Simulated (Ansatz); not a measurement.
# Energy of Au along an even scaling of the cell

System: Au (Cmcm, 2 atoms in the cell).
Method: Kohn-Sham DFT of a periodic cell, PBEsol, Ansatz PAW, no spin polarisation (Ansatz 0.2.0).

The 6 runs differ only in the geometry, by an even scaling of the cell at fixed fractional positions. The structure derives from a Materials Project entry.

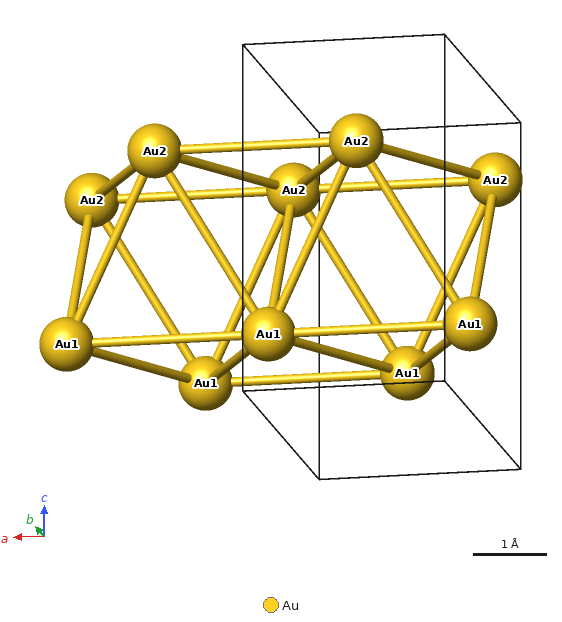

Figure 1. The structure of run 4 (ball-and-stick view of the cell 2 times as large as that of the calculation, set on its symmetry axes, repeated 2 × 1 × 1, seen at an oblique angle; atoms are numbered from 1 in the order of the input).

**Input of run 4**
```yaml
crystal:
  lattice:
    - [1.420656661, -2.5728602271, 0.0]
    - [1.420656661, 2.5728602271, 0.0]
    - [0.0, 0.0, 4.9255756512]
  atoms:
    - { symbol: Au, position: [0.33467203, 0.66532797, 0.25] }
    - { symbol: Au, position: [0.66532797, 0.33467203, 0.75] }
hamiltonian:
  xc: pbesol
  pseudopotentials: { kind: paw }
kpoints:
  mp_grid: { grid: [11, 11, 6] }
scf:
  occupations: { method: fermi_dirac, width: 0.05 }
output:
  forces: true
  stress: true
  eigenvalues: true
```

Command:
```bash
ansatz run input.yaml --threads 2 --pin off --max-ram 5632MiB --backend cpu --events-out ev --progress --plain --runs-dir out
```

Lattice vectors (Å) and fractional positions of run 4:
```
   1.420657   -2.572860    0.000000
   1.420657    2.572860    0.000000
   0.000000    0.000000    4.925576
Au  0.334672  0.665328  0.250000
Au  0.665328  0.334672  0.750000
```

Run 3 differs from it as follows:
```diff
-    - [1.420656661, -2.5728602271, 0.0]
-    - [1.420656661, 2.5728602271, 0.0]
-    - [0.0, 0.0, 4.9255756512]
+    - [1.411309965, -2.555933025, 0.0]
+    - [1.411309965, 2.555933025, 0.0]
+    - [0.0, 0.0, 4.89316961]
```

**Results, with one run withheld**

| run | volume per atom (Å³) | free energy per atom, from the lowest run given (meV) | pressure (GPa) |
| --- | --- | --- | --- |
| 1 | 16.592 | 7.13 | 5.29 |
| 2 | 16.945 | 0.00 | 1.27 |
| 3 | 17.651 | ? | ? |
| 4 | 18.004 | 23.94 | −7.87 |
| 5 | 18.357 | 43.84 | −10.14 |
| 6 | 18.710 | 68.40 | −12.10 |

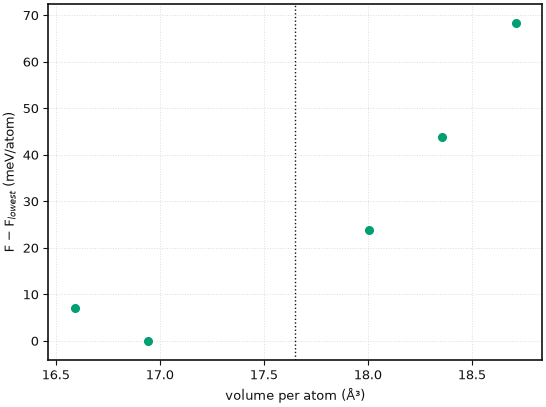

Figure 2. Free energy per atom of the runs given; the dotted line marks run 3.

What should run 3 give?

A cubic polynomial in V^(−2/3) (the Birch–Murnaghan form), fitted to the 5 runs given, misses them by under 0.01 meV per atom. With x = V^(−2/3) − 0.14729 Å⁻², it reads F = 10.755 − 6248.7 x + 8.4893e+05 x² + 5.4461e+06 x³ (meV per atom). At run 3 it gives 9.42 meV per atom, and the run itself gives 9.43. The slope of the fit gives a pressure −dF/dV of −5.24 GPa there, and the run prints −5.24 GPa. The fit has its minimum at 17.068 Å³ per atom, where V d²F/dV² gives 172 GPa. Cell shape and fractional positions are held, so this is the stiffness under even scaling; the relaxed bulk modulus wasn't computed.

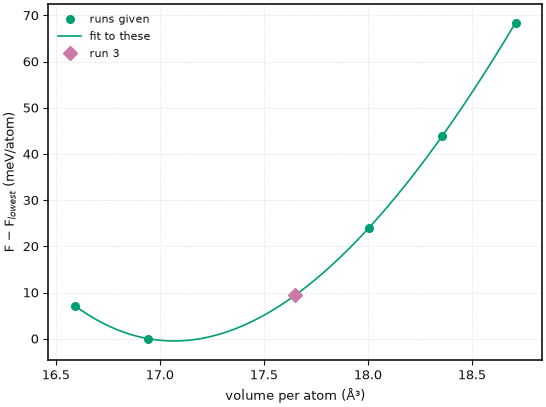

Figure 3. The fit and the withheld run.

**Output, shortened to warnings, some set-up lines, iterations and results (run 3)**
```
Basis set: ecut = 420 eV, 693 PW (Γ), exchange–correlation on 40×40×72 points (8 copies of the dense FFT grid, shifted against one another)
Symmetry: 8 space group operations
k-points: 144 of 726
Initial density: superposition of atomic densities (neutral atoms: chi_scale 0, normalization atom), corrected by the library's trained network
[...]
SCF iter   1: F=—  HF=-26014.161482 eV  |F-HF|=—  |Δ(HF+E_count)|=         —  Δρ=6.62e-3  dr2=1.43e-2  ethr=1.77e-3  ⟨swp⟩=4.7  Hψ=12507  notcnv=0
SCF iter   2: F=—  HF=-26014.158913 eV  |F-HF|=—  |Δ(HF+E_count)|=   2.57e-3  Δρ=2.92e-3  dr2=2.49e-3  ethr=3.77e-5  ⟨swp⟩=2.2  Hψ=6072  notcnv=0
SCF iter   3: F=—  HF=-26014.158241 eV  |F-HF|=—  |Δ(HF+E_count)|=   6.71e-4  Δρ=6.80e-4  dr2=8.37e-5  ethr=6.56e-6  ⟨swp⟩=2.0  Hψ=4482  notcnv=0
SCF iter   4: F=—  HF=-26014.158260 eV  |F-HF|=—  |Δ(HF+E_count)|=   1.83e-5  Δρ=1.14e-4  dr2=2.33e-6  ethr=2.20e-7  ⟨swp⟩=2.3  Hψ=5477  notcnv=0
SCF iter   5: F=—  HF=-26014.158260 eV  |F-HF|=—  |Δ(HF+E_count)|=   5.05e-7  Δρ=2.41e-5  dr2=2.20e-7  ethr=6.12e-9  ⟨swp⟩=2.3  Hψ=5407  notcnv=0
SCF iter   6: F=-26014.158260 eV  HF=-26014.158260 eV  |F-HF|=4.40e-10  |Δ(HF+E_count)|=   2.04e-8  Δρ=4.39e-6  dr2=6.22e-9  ethr=2.63e-10  ⟨swp⟩=4.5  Hψ=11509  notcnv=0
SCF 1 converged in 6 iterations: F = -26014.158260 eV  dr2 = 6.22e-9
SCF converged after 6 iterations
Free energy (F): -26014.158260 eV
Harris-Foulkes:  -26014.158260 eV  (|F-HF|=4.40e-10)
Internal energy: -26014.150789 eV  (E = F + TS)
E sigma→0 (E₀):  -26014.154524 eV
Entropy (-TS):   -0.007471 eV (-3.736 meV/atom)
Fermi energy:    19.427361 eV
--- Per-component energies (eV) ---
  E_band       = -451.521707
  E_kinetic    = 1207.897865
  E_local      = -3520.358569  (includes V_loc(G=0)·N_el)
  E_nonlocal   = 155.430727
  E_hartree    = 1490.498127
  E_xc         = -452.413762
  E_vxc        = -548.208978  (∫ρ·V_xc dr)
  E_paw        = -19131.466681  (= ΣΔE_a)
  E_vpaw       = -727.281468  (= ΣTr[D̂ρ^β])
  E_aug_tail   = 0.002758  (compensation charges beyond the density's cutoff)
  E_ewald      = -5764.360211
  E_core_change = 0.618958  (= ΣΔE_core)
  E_smearing   = -0.007471  (= −TS)
  E_closure    = 0.000000  (closes the sum)
  Σ components = -26014.158260   (vs F -26014.158260, Δ=0.00e0)
--- Forces (eV/Å), atoms counted from 1 ---
  atom   1  Au     0.00000000    -0.02087528    -0.00000000
  atom   2  Au     0.00000000     0.02087528     0.00000000
  max |Σ_I F_I| component: 0.00e0 eV/Å
--- Stress (GPa, compression-positive) ---
       -2.652676       0.000000      -0.000000
        0.000000      -6.734743       0.000000
       -0.000000       0.000000      -6.345575
  P = ⅓ Tr σ = -5.2443 GPa (-52.443 kbar)
```

Notes: Spin–orbit coupling is left out, which matters for Au.
